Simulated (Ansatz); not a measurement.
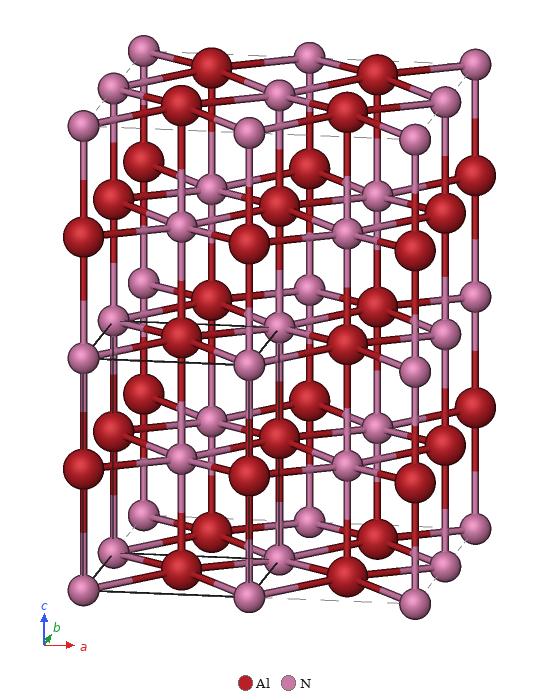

View slightly off an axis, drawn as a ball-and-stick model. The solid frame is a single conventional unit cell within a 2×2×2 block. Cell: a = 2.877 Å, b = 2.877 Å, c = 4.069 Å, α = 90.00°, β = 90.00°, γ = 90.00°.

Describe the crystal.

Chemical formula AlN. The structure has I4mm (No. 107) symmetry and a body-centred tetragonal lattice. With Z = 2, the cell contains 2 Al, 2 N. Each Al has six N in a distorted octahedral arrangement at about 1.9 to 2.1 Å. Each N atom is coordinated by six Al in a distorted octahedral arrangement at about 1.9 to 2.1 Å. The bonds build a three-dimensional framework.

Starting structure: a structure listed in the Materials Project. The cell was then strained or its atoms displaced on purpose. It was run through Ansatz as a DFT input.

At this level of theory the cell isn't at rest (forces up to 0.6 eV/Å), so its distances can differ from those at equilibrium, the more so the softer the solid.
